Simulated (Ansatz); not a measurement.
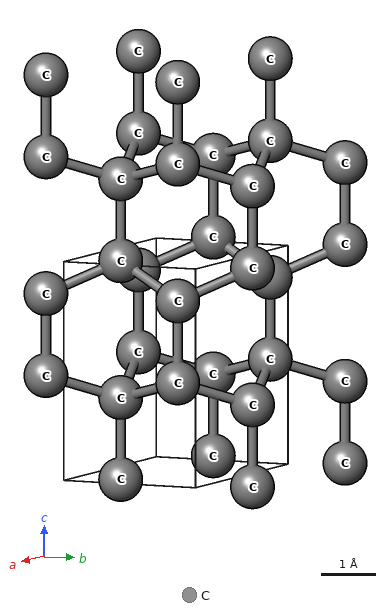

This is solid C (set up in P6_3/mmc). The picture is a ball-and-stick view of the cell of the calculation, repeated 2 × 2 × 2 with one cell outlined, seen from a free direction.

Level of theory: DFT PBE, scalar-relativistic, plane waves, PAW (Ansatz). Settings: plane-wave cutoff 420 eV; k-point mesh 12 × 12 × 6; occupations gaussian; smearing width 0.02 eV; no spin polarisation.

Change: The volume is changed by −6.0 %. The atoms are relaxed in that cell.

What is the effect?

It costs 30.6 meV per atom. Pressure: 0.0 GPa before, 30.0 GPa after. Cell: a = b 2.512 → 2.460 Å (−2.1 %), c 4.180 → 4.096 Å (−2.0 %). Volume −6.0 %. No atom moves by more than 0.005 Å relative to the cell. Near-neighbour distances before and after: C–C 1.566 → 1.532 Å, C–C 1.542 → 1.511 Å. The space group stays P6_3/mmc (No. 194).

The changed structure in the same view:

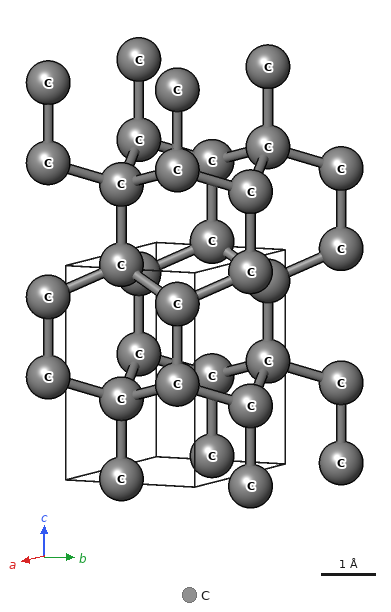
